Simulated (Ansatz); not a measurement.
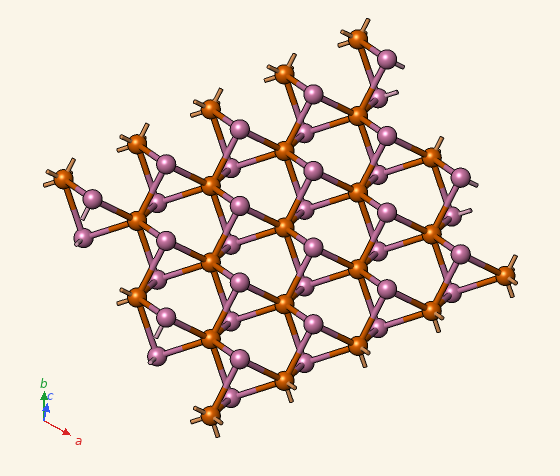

A cut-out of a periodic net derived from a crystal structure. Nodes are coloured by topological kind. One layer is drawn. Short stubs are edges that leave the cut-out.

Q: Classify the net: periodicity, connectivity, name.

A: A binodal (3,6)-connected, two-periodic (layers) net. It is the net of the trigonal-prismatic layers of 2H-MoS2.

Q: Give point symbol and coordination sequence of each kind of node.

A: 3-connected node: 4^3, sequence 3, 13, 9, 24; 6-connected node: 4^3.6^12, sequence 6, 6, 18, 12.

Origin of the net. WSe2 (space group P-6m2, No. 187): the geometry relaxed with DFT, PBE-D4, plane waves, PAW (Ansatz 0.2.0). Bonds are taken as Se–W below 2.9 Å; no other contact counts. Atoms with one bond or none are removed and atoms with two bonds are replaced by edges, until no such atom is left. Se is a 3-connected node; W is a 6-connected node, in the ratio 2:1.
